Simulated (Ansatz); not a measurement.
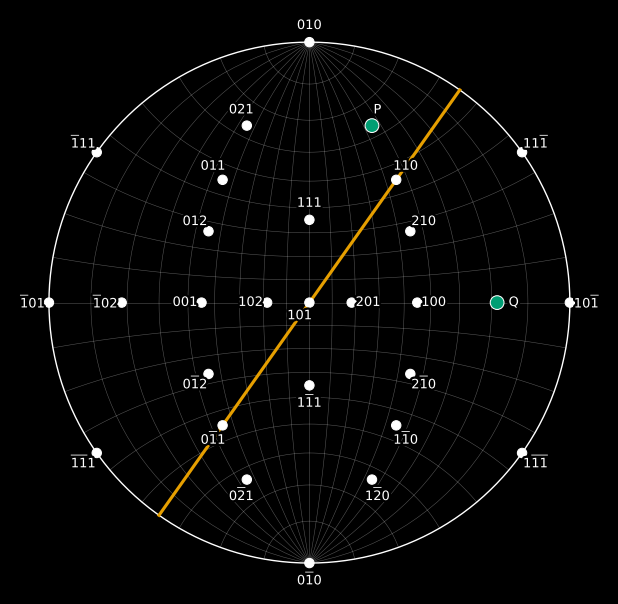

For AlAs, the end point of a relaxation with DFT, r2SCAN, plane waves, PAW in Ansatz 0.2.0: stereographic projection of plane normals (upper hemisphere) centred on (1 0 1). All values are computed from the atomic coordinates in the standard setting (tolerance 0.002 Å).

a = 5.678 Å, b = 5.678 Å, c = 5.678 Å, α = 90.00°, β = 90.00°, γ = 90.00°.

Index the poles marked P, Q.

Answer. P is (1 2 0), 71.6° from the centre; Q is (2 0 −1), 71.6° from the centre.

Which zone does the coloured great circle trace?

Answer. The zone [1 −1 −1]: its poles satisfy h − k − l = 0.

What is the angle between the normals of (2 −1 0) and (1 −1 0), and what are their d_hkl = 1/|g|?

Answer. 18.4°; d = 2.539 Å and 4.015 Å.
